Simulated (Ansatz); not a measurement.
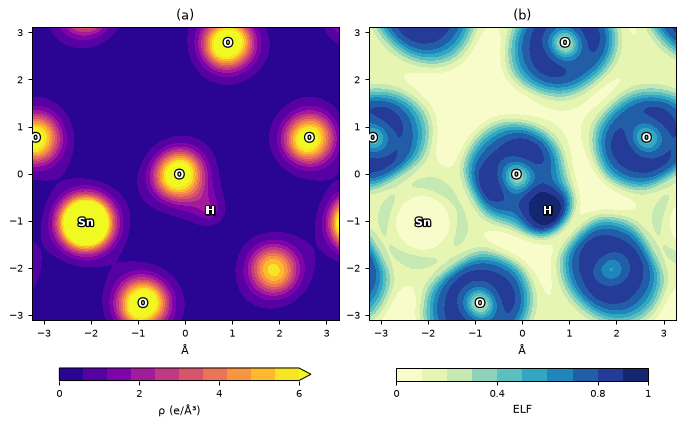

Figure. Sn4HO8 (cell charge +1, with a compensating background) (cell with a defect). (a) valence pseudo-density; (b) electron localisation function on the (011̄) plane of the calculation cell.

The calculation used Ansatz, DFT PBE, scalar-relativistic, plane waves, PAW.

In a PAW calculation such maps are meaningful between the atoms, not at the nuclei.

Q: What do the fields say about this system?

A:
- Atoms in the plane: Sn, O and H.
- Atoms just off the plane (O, 0.3 Å away) can leave unmarked features too.
- O–H (1.01 Å): the density is about 3.6 e/Å³ at the midpoint; the ELF climbs to about 1 towards the hydrogen, as it does in any bond to H: a covalent bond by its length.
- Sn–O (2.10 Å): ρ is about 0.6 e/Å³ halfway; the ELF peaks at about 0.80 in the valence shell of O, 0.6 Å from its nucleus, and is about 0.25 at the midpoint; no localised pair shows between them.
- Sn–O (2.10 Å): the density is about 0.6 e/Å³ at the midpoint; the ELF peaks at about 0.80 in the valence shell of O, 0.6 Å from its nucleus, and is about 0.25 at the midpoint; no shared electron pair shows on this line.
- Between the atoms the lowest density in this plane is 0.01 e/Å³.

Q: Does the calculation give a band gap?

A: It is gapped, with a Kohn–Sham gap of 1.0 eV on the k-point mesh, an upper bound to the gap of this method.
